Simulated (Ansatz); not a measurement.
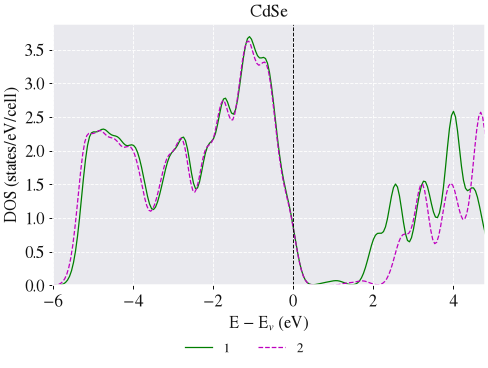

Total densities of states of CdSe, space group P6_3/mmc, 4 atoms in the cell, NiAs type, by two methods on the same cell. The curves are built from the levels of the k mesh with Gaussians 0.4 eV wide, which also blur the band edges. Each is counted from its own valence-band top.

Q: Which curve is which? The methods: HSE06, PBE0.

A: 1 is HSE06; 2 is PBE0. HSE06 gives a gap of 0.80 eV and PBE0 gives a gap of 1.38 eV.

Settings. HSE06: DFT, HSE06, plane waves, PAW, no spin polarisation, 6×6×4 k mesh, 420 eV cutoff (Ansatz). PBE0: DFT, PBE0, plane waves, PAW, no spin polarisation, 6×6×4 k mesh, 420 eV cutoff (Ansatz 0.2.0).
